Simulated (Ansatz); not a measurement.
# Al3Ga3N2: what the fields show

The calculation's input:

```
crystal:
  lattice:
    - [2.9247454152, 0.0, 0.0]
    - [-1.4623727076, 2.5329038291, 0.0]
    - [0.0, 0.0, 14.3618121318]
  atoms:
    - { symbol: Al, position: [0.3333333333, 0.6666666667, 0.8339865951] }
    - { symbol: Al, position: [0.6666666667, 0.3333333333, 0.1660134049] }
    - { symbol: Al, position: [0.0, 0.0, 0.0] }
    - { symbol: Ga, position: [0.3333333333, 0.6666666667, 0.3247136349] }
    - { symbol: Ga, position: [0.0, 0.0, 0.5] }
    - { symbol: Ga, position: [0.6666666667, 0.3333333333, 0.6752863651] }
    - { symbol: "N", position: [0.6666666667, 0.3333333333, 0.9187724891] }
    - { symbol: "N", position: [0.3333333333, 0.6666666667, 0.0812275109] }
basis:
  ecutwfc: 420
kpoints:
  mp_grid: { grid: [12, 12, 2] }
  band_path:
    path:
      - [[0.0, 0.0, 0.0], [0.5, 0.0, 0.0], [0.33333333, 0.33333333, 0.0], [0.0, 0.0, 0.0], [0.0, 0.0, 0.5], [0.5, 0.0, 0.5], [0.33333333, 0.33333333, 0.5], [0.0, 0.0, 0.5]]
      - [[0.5, 0.0, 0.5], [0.5, 0.0, 0.0]]
      - [[0.33333333, 0.33333333, 0.5], [0.33333333, 0.33333333, 0.0]]
    npoints: 14
hamiltonian:
  xc: pbe
scf:
  occupations: { method: gaussian, width: 0.1 }
  n_extra_bands: 20
output:
  forces: true
  stress: true
  eigenvalues: true
  populations: true
  dos: { projected: true, de: 0.02, nscf_kmesh: { grid: [15, 15, 3] } }
  bader: true
  write_density: true
  write_potential: true
  elf: true
  volumetric_format: npy
```

Command:

```sh
ansatz run input.yaml --threads 1 --pin off --max-ram 2560MiB --backend cpu --events-out ev --progress --plain --runs-dir out
```

Below, planes, directions and counts refer to the conventional cell (a = 2.92 Å, b = 2.92 Å, c = 14.36 Å, α = 90.00°, β = 90.00°, γ = 120.00°).

Space group P-3m1; a generated structure, not necessarily the stable one.

Level of theory: Ansatz, DFT PBE, scalar-relativistic, plane waves, PAW.

The density is the valence pseudo-density of a PAW calculation; it isn't the true density close to the nuclei.

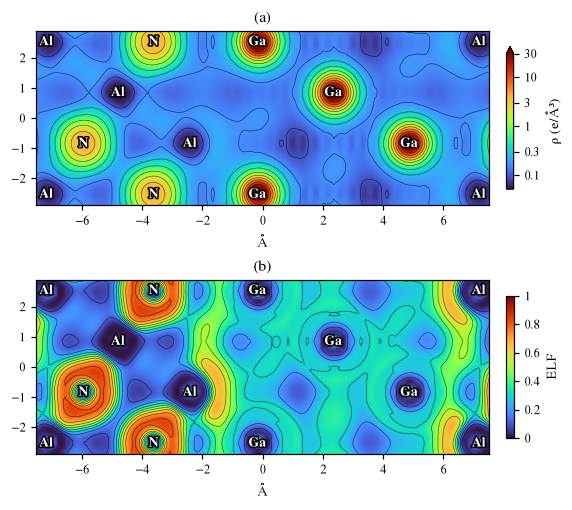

Figure 1. (a) valence pseudo-density; (b) electron localisation function on the (110) plane of the conventional cell.

Question: What do the fields say about this system?

Answer:
- The plane passes through Al, Ga and N nuclei.
- Al–N (2.05 Å): ρ at the midpoint is about 0.49 e/Å³; the ELF peaks at about 0.85 in the valence shell of N, 0.7 Å from its nucleus, and is about 0.80 at the midpoint.
- Al–Ga (2.84 Å): ρ at the midpoint is about 0.22 e/Å³; the ELF is about 0.55 at the midpoint.
- Between the atoms the lowest density in this plane is 0.07 e/Å³.
- The features right at Ga lie inside the PAW spheres, where the map follows smoothed inner orbitals and isn't to be read closely.

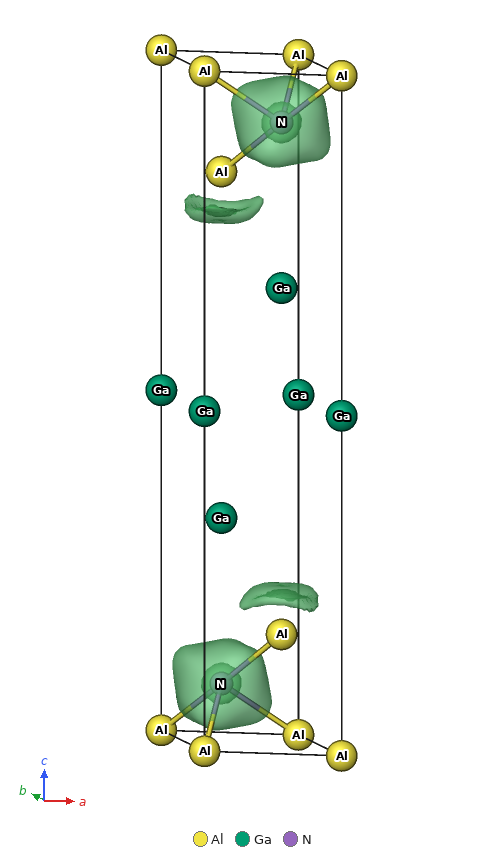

Figure 2. Isosurface of the electron localisation function at 0.65 (green), seen slightly off an axis. Only the valence region is drawn (cores and ρ < 0.01 e/Å³ removed). Sticks mark near contacts.

Question: Describe the localisation domains.

Answer: At this value the surface marks out two regions on N in which the atom's valence shell and bonds are merged and two pockets between the atoms, centred on no nucleus (multi-centre or interstitial), counted in one cell of 8 atoms. Regions shared between cells count once.

Question: Which way does charge flow, and how much by Bader's partition?

Answer: Electrons move from Al towards N. Bader charges: Al +1.48 to +2.47, Ga −0.18 to +0.02 and N −2.55 e.

Question: Does the calculation give a band gap?

Answer: It is metallic or semimetallic at this level of theory: no gap opens.
